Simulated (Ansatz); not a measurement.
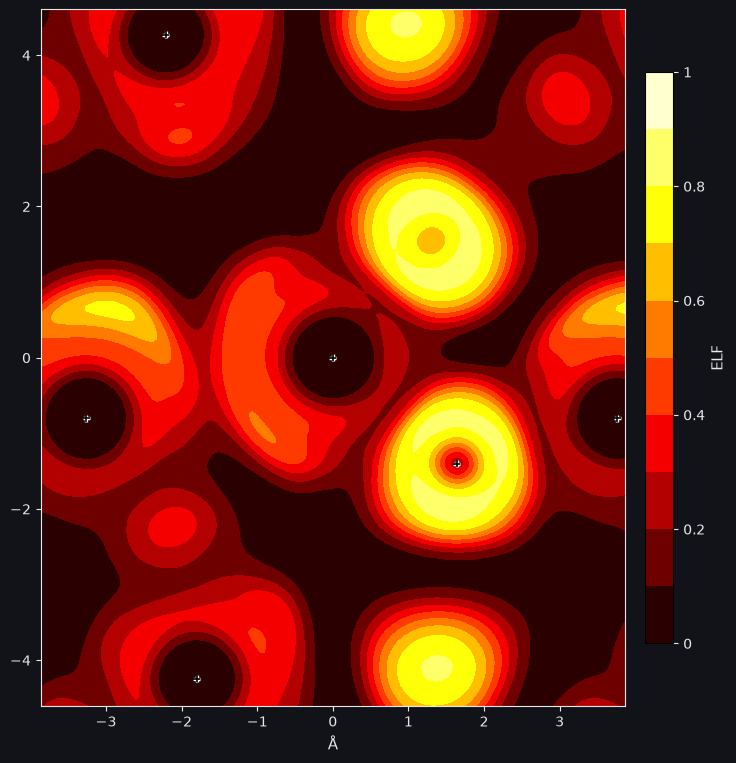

The ELF on a plane through atoms (crosses mark nuclei in the plane).

The calculation used DFT PBE+D3(BJ), scalar-relativistic, plane waves, PAW (Ansatz).

Candidates:
A. SnO (amorphous cell), a = 5.98 Å, b = 7.03 Å, c = 8.53 Å, α = 92.76°, β = 97.71°, γ = 97.42°. 
B. Si, a = 5.42 Å, b = 5.42 Å, c = 5.42 Å, α = 90.00°, β = 90.00°, γ = 90.00°. Space group Fd-3m.

Which candidate gave the map?

Answer. Candidate A: SnO on the (100) plane of the calculation cell, which holds Sn and O. Sn–O (2.16 Å): the ELF peaks at about 0.80 in the valence shell of O, 0.6 Å from its nucleus, and is about 0.20 at the midpoint (no localised pair shows between them). Sn–O (2.21 Å): the ELF peaks at about 0.80 in the valence shell of O, 0.6 Å from its nucleus, and is about 0.20 at the midpoint: no localised pair shows between them.
